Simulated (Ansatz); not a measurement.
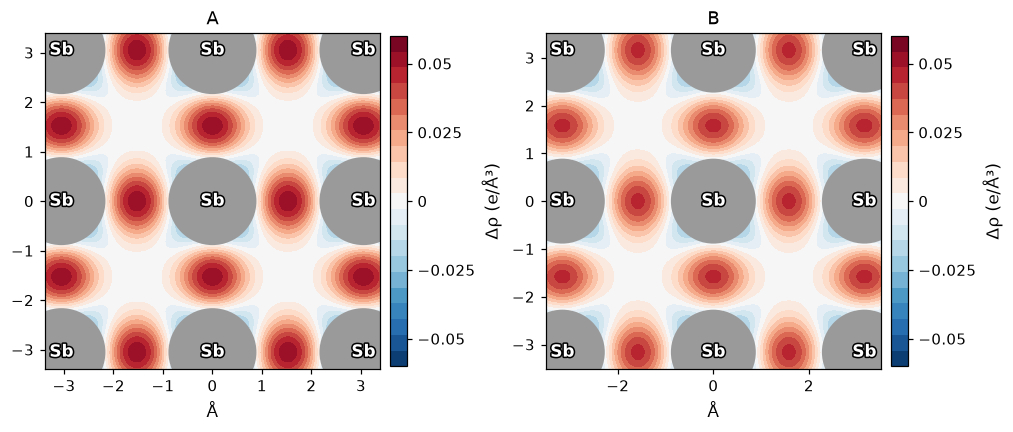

Sb: deformation density on the (100) plane of the conventional cell at two volumes, with the same fractional coordinates and one colour scale. Grey discs cover the cores. Panel A has 90 % of the volume of panel B.

Space group Pm-3m.

Theory: DFT PBE, scalar-relativistic, plane waves, PAW in Ansatz 0.2.0.

Question: What changes between the database cell and the scaled one?

Answer: From B to A, Sb–Sb goes from 3.16 to 3.05 Å, and Δρ at its midpoint from +0.045 to +0.053 e/Å³. The pressure is −2.7 GPa in B and 3.3 GPa in A. The rearranged charge is 0.13 e an atom in B and 0.14 e in A.
